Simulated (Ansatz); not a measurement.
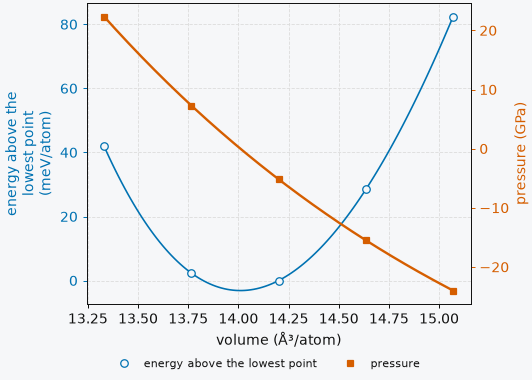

The picture above shows the energy above the lowest point and pressure against volume for Ir, space group Fm-3m (No. 225) (one of a set of cubic test structures, which need not be the stable phase).

Calculation (Ansatz 0.2.0 development build): equation of state of a cubic crystal from periodic Kohn-Sham density functional theory without spin, third-order Birch-Murnaghan fit to the free energies; pressure corrected for the finite basis. Level: HSE06.

- structure type: fcc
- atoms in cell: 1
- space group number: 225
- lattice centring: face-centred primitive
- k mesh: 6×6×6
- occupation method: Fermi–Dirac
- occupation width: 0.1 eV
- wave cutoff: 620 eV
- datasets: hand-made PAW
- density tolerance: 0 eV
- bands: 20
- density cutoff ratio: 4
- search for lower states: default
- exchange singularity: regularized

Give the values behind the plot as a table.

```json
{"volume (Å³/atom)": "13.33", "energy above the lowest point (meV/atom)": "41.9", "pressure (GPa)": "22.3"}
{"volume (Å³/atom)": "13.77", "energy above the lowest point (meV/atom)": "2.3", "pressure (GPa)": "7.3"}
{"volume (Å³/atom)": "14.20", "energy above the lowest point (meV/atom)": "0.0", "pressure (GPa)": "-5.2"}
{"volume (Å³/atom)": "14.64", "energy above the lowest point (meV/atom)": "28.5", "pressure (GPa)": "-15.5"}
{"volume (Å³/atom)": "15.07", "energy above the lowest point (meV/atom)": "82.4", "pressure (GPa)": "-24.0"}
```

Caveats: coarse k-mesh, values are not converged in k.
